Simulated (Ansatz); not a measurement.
# TiSi5: geometry relaxation (part 2 of 2)

Continued. System: TiSi5 (P6/mmm, 6 atoms in the cell). Method: DFT PBEsol, scalar-relativistic, plane waves, PAW, no spin polarisation (Ansatz 0.2.0); cutoff 420 eV, 12×12×8 k-mesh, Gaussian smearing of 0.1 eV. The structure derives from a Materials Project entry. It belongs to a series of runs on one base structure; here: 5 of 6 Ti sites taken by Si, cell and atoms relaxed.

Geometry of the input (Å; fractional positions):
```
2.2029  -3.8156  0.0000
-4.4058  0.0000  0.0000
0.0000  0.0000  -5.2514
Ti 0.0000  1.0000  0.5000
Si 0.0000  1.0000  0.0000
Si 0.3333  0.6667  0.2500
Si 0.3333  0.6667  0.7500
Si 0.6667  0.3333  0.2500
Si 0.6667  0.3333  0.7500
```

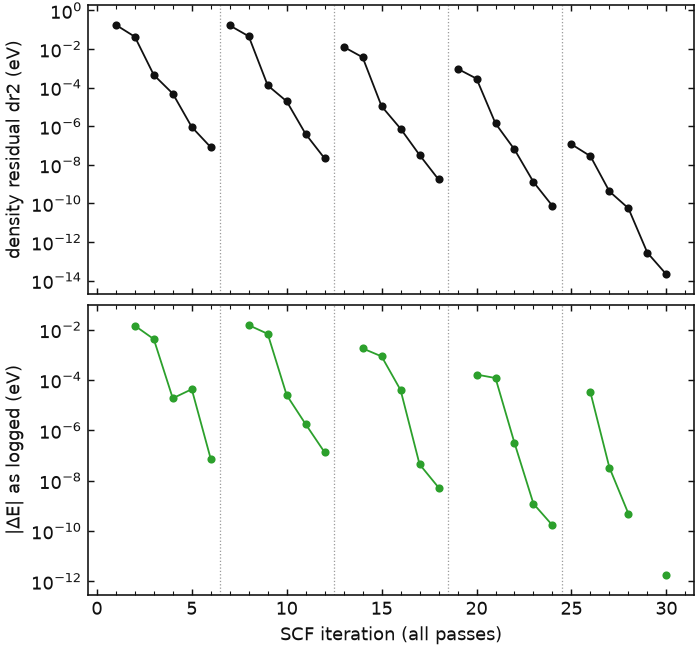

Convergence of the self-consistent field: density residual dr2 and size of the energy change against the SCF iteration. The dotted lines part the SCF passes of the relaxation: geometry steps, rejected trials and re-solves on a re-selected basis. The 5 passes take 6 iterations each, 30 in all.

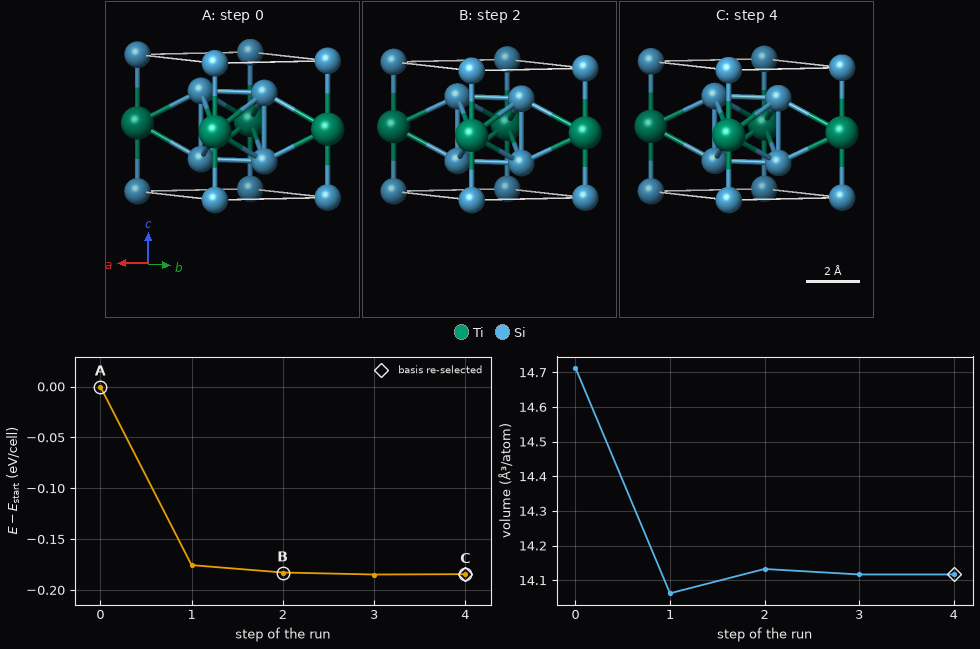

Frames of the relaxation (ball-and-stick view of the cell of the calculation, set on other vectors, seen at an oblique angle) above the curves, on which the letters mark them (the first geometry is step 0 here and step 1 in the log).

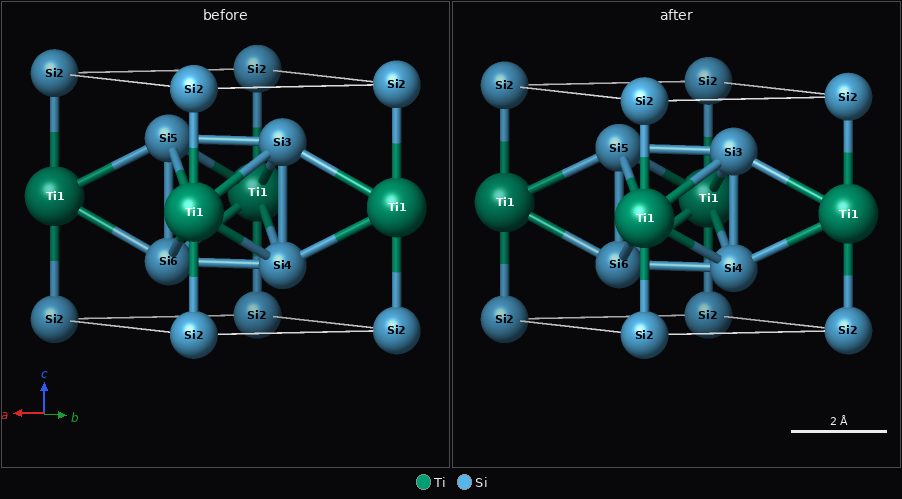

Before (left) and after (right) the relaxation, at one scale (ball-and-stick view of the cell of the calculation, set on other vectors, seen at an oblique angle). No atom moves by more than 0.005 Å relative to the cell. Cell: a = b 4.406 → 4.427 Å (+0.5 %), c 5.251 → 4.991 Å (−5.0 %). Volume −4.1 %. Distances before and after: Si3–Si4 2.626 → 2.488 Å, Ti1–Si2 2.626 → 2.495 Å, Ti1–Si3 2.863 → 2.843 Å, Si3–Si5 2.544 → 2.556 Å. The space group stays P6/mmm (No. 191). After 3 geometry steps the energy has fallen by 0.185 eV per cell of the calculation. The largest force component goes from 0.015 to 0.0013 eV/Å. Pressure: −5.07 GPa at the start and −0.04 GPa at the end. A last SCF at the same geometry on a re-selected plane-wave basis shifts the energy by +0.3 meV per cell of the calculation. (Atoms are counted from 1 in the order of the input.)

```
basis re-selected at this cell: Δ(F+E_penalty+E_count) = +3.463e-4 eV, ΔP = -0.007 GPa vs the last step (what re-selecting the basis moved, of the pressure what is left beyond the Pulay correction that the steps carried, after the strain that the cell walked since its last selection, with what the two solves' SCF thresholds leave and, on support functions, any second-order correction that the steps lacked; it is no measure of the basis error at this ecutwfc). This SCF's stress stands 9.51e-2 GPa from its target on what of the cell is left free (relax.cell.stress_tol is 1.50e-1 GPa) and its largest allowed force component is 1.30e-3 eV/Å (relax.f_tol is 1.50e-2 eV/Å): within both
SCF converged after 6 iterations
Free energy (F): -5581.432777 eV
Harris-Foulkes:  -5581.432777 eV  (|F-HF|=0.00e0)
Internal energy: -5581.412415 eV  (E = F + TS)
E sigma→0 (E₀):  -5581.422596 eV
Entropy (-TS):   -0.020362 eV (-3.394 meV/atom)
Fermi energy:    11.838833 eV
--- Per-component energies (eV) ---
  E_band       = -54.465123
  E_kinetic    = 485.229700
  E_local      = -1148.073960  (includes V_loc(G=0)·N_el)
  E_nonlocal   = 137.485673
  E_hartree    = 509.159633
  E_xc         = -377.685121
  E_vxc        = -365.481338  (∫ρ·V_xc dr)
  E_paw        = -3515.849051  (= ΣΔE_a)
  E_vpaw       = -181.944594  (= ΣTr[D̂ρ^β])
  E_aug_tail   = 0.000131  (compensation charges beyond the density's cutoff)
  E_ewald      = -1671.976608
  E_core_change = 0.297188  (= ΣΔE_core)
  E_smearing   = -0.020362  (= −TS)
  E_closure    = -0.000000  (closes the sum)
  Σ components = -5581.432777   (vs F -5581.432777, Δ=0.00e0)
--- Forces (eV/Å), atoms counted from 1 ---
  atom   1  Ti     0.00000000     0.00000000     0.00000000
  atom   2  Si     0.00000000    -0.00000000     0.00000000
  atom   3  Si     0.00000000    -0.00000000     0.00129901
  atom   4  Si     0.00000000    -0.00000000    -0.00129901
  atom   5  Si    -0.00000000     0.00000000     0.00129901
  atom   6  Si    -0.00000000     0.00000000    -0.00129901
  max |Σ_I F_I| component: 6.20e-17 eV/Å
--- Stress (GPa, compression-positive) ---
       -0.013503       0.000000       0.000000
        0.000000      -0.013503       0.000000
        0.000000       0.000000      -0.095082
  P = ⅓ Tr σ = -0.0407 GPa (-0.407 kbar)
--- Band table (eV; the first three rows and the last of 95) ---
  k-point 0: bands = ["-44.5604", "-21.0327", "-20.9664", "-20.9664", "-1.9931", "3.4620", "3.8547", "6.4715", "6.8756", "6.8756", "8.2749", "8.4792", "8.4792", "10.6745", "10.6745", "10.8496", "11.3700", "11.3700", "12.6779", "12.6779", "13.4000", "13.7698"]
  k-point 1: bands = ["-44.5604", "-21.0333", "-20.9664", "-20.9664", "-1.9038", "2.4474", "4.9382", "6.5588", "6.9559", "6.9559", "8.4275", "8.4275", "8.4375", "10.3491", "10.7516", "10.7516", "10.7954", "10.7954", "12.7411", "13.2967", "13.2967", "14.0432"]
  k-point 2: bands = ["-44.5604", "-21.0345", "-20.9664", "-20.9664", "-1.6418", "1.3806", "6.1902", "6.8195", "7.1939", "7.1939", "8.3164", "8.3164", "8.8783", "9.4567", "9.8338", "9.8338", "11.0963", "11.0963", "11.5583", "14.1341", "14.1341", "14.8507"]
  k-point 94: bands = ["-44.5599", "-21.0345", "-20.9735", "-20.9735", "1.9784", "1.9784", "2.5529", "2.5529", "2.6917", "5.4072", "10.2361", "10.6413", "10.6413", "11.1015", "11.1015", "11.3257", "12.7785", "12.7785", "13.6286", "13.6286", "15.2292", "15.3179"]
--- Relaxed structure (4 steps of the walk, 4 accepted, 1 SCFs on fresh bases) ---
  F+E_penalty+E_count = -5581.43277707 eV   max|allowed force component| = 1.299e-3 eV/Å   (the final SCF, on the basis selected at the relaxed cell)
  cell:  # Å, volume = 84.7016 Å³
    - [2.2134846122408236, -3.8338678102310144, 0.0]
    - [-4.426969224531887, 2.9005820745263316e-11, 0.0]
    - [0.0, 0.0, -4.990546008349897]
  atoms:
    - { symbol: Ti, position: [1.6155871338926322e-27, 0.9999999999999999, 0.49999999999999994] }
    - { symbol: Si, position: [1.6155871338926322e-27, 0.9999999999999999, 0.0] }
    - { symbol: Si, position: [0.33333333333333326, 0.6666666666666665, 0.2507053672892848] }
    - { symbol: Si, position: [0.33333333333333326, 0.6666666666666665, 0.7492946327107151] }
    - { symbol: Si, position: [0.6666666666666665, 0.3333333333333333, 0.2507053672892848] }
    - { symbol: Si, position: [0.6666666666666665, 0.3333333333333333, 0.7492946327107151] }
```

Trajectory as extended XYZ (Å, eV, eV/Å), 5 frames, from step=1 to step=5
```
6
Lattice="2.2029 -3.8156 0.0000 -4.4058 0.0000 0.0000 0.0000 0.0000 -5.2514" Properties=species:S:1:pos:R:3:forces:R:3 step=1 energy=-5581.24839 pressure_GPa=-5.07
Ti   -4.4058    0.0000   -2.6257    0.0000   0.0000   0.0000
Si   -4.4058    0.0000    0.0000    0.0000   0.0000   0.0000
Si   -2.2029   -1.2719   -1.3128    0.0000   0.0000   0.0146
Si   -2.2029   -1.2719   -3.9385    0.0000   0.0000  -0.0146
Si    0.0000   -2.5437   -1.3128    0.0000   0.0000   0.0146
Si    0.0000   -2.5437   -3.9385    0.0000   0.0000  -0.0146
6
Lattice="2.1997 -3.8100 0.0000 -4.3994 0.0000 0.0000 0.0000 0.0000 -5.0338" Properties=species:S:1:pos:R:3:forces:R:3 step=2 energy=-5581.42388 pressure_GPa=0.21
Ti   -4.3994    0.0000   -2.5169    0.0000   0.0000   0.0000
Si   -4.3994    0.0000    0.0000    0.0000   0.0000   0.0000
Si   -2.1997   -1.2700   -1.2575    0.0000   0.0000  -0.0367
Si   -2.1997   -1.2700   -3.7763    0.0000   0.0000   0.0367
Si    0.0000   -2.5400   -1.2575    0.0000   0.0000  -0.0367
Si    0.0000   -2.5400   -3.7763    0.0000   0.0000   0.0367
6
Lattice="2.2196 -3.8444 0.0000 -4.4392 0.0000 0.0000 0.0000 0.0000 -4.9687" Properties=species:S:1:pos:R:3:forces:R:3 step=3 energy=-5581.43116 pressure_GPa=-0.03
Ti   -4.4392    0.0000   -2.4844    0.0000   0.0000   0.0000
Si   -4.4392    0.0000    0.0000    0.0000   0.0000   0.0000
Si   -2.2196   -1.2815   -1.2458    0.0000   0.0000  -0.0085
Si   -2.2196   -1.2815   -3.7229    0.0000   0.0000   0.0085
Si    0.0000   -2.5630   -1.2458    0.0000   0.0000  -0.0085
Si    0.0000   -2.5630   -3.7229    0.0000   0.0000   0.0085
6
Lattice="2.2135 -3.8339 0.0000 -4.4270 0.0000 0.0000 0.0000 0.0000 -4.9905" Properties=species:S:1:pos:R:3:forces:R:3 step=4 energy=-5581.43312 pressure_GPa=-0.03
Ti   -4.4270    0.0000   -2.4953    0.0000   0.0000   0.0000
Si   -4.4270    0.0000    0.0000    0.0000   0.0000   0.0000
Si   -2.2135   -1.2780   -1.2512    0.0000   0.0000   0.0013
Si   -2.2135   -1.2780   -3.7394    0.0000   0.0000  -0.0013
Si    0.0000   -2.5559   -1.2512    0.0000   0.0000   0.0013
Si    0.0000   -2.5559   -3.7394    0.0000   0.0000  -0.0013
6
Lattice="2.2135 -3.8339 0.0000 -4.4270 0.0000 0.0000 0.0000 0.0000 -4.9905" Properties=species:S:1:pos:R:3:forces:R:3 step=5 energy=-5581.43278 pressure_GPa=-0.04
Ti   -4.4270    0.0000   -2.4953    0.0000   0.0000   0.0000
Si   -4.4270    0.0000    0.0000    0.0000   0.0000   0.0000
Si   -2.2135   -1.2780   -1.2512    0.0000   0.0000   0.0013
Si   -2.2135   -1.2780   -3.7394    0.0000   0.0000  -0.0013
Si    0.0000   -2.5559   -1.2512    0.0000   0.0000   0.0013
Si    0.0000   -2.5559   -3.7394    0.0000   0.0000  -0.0013
```
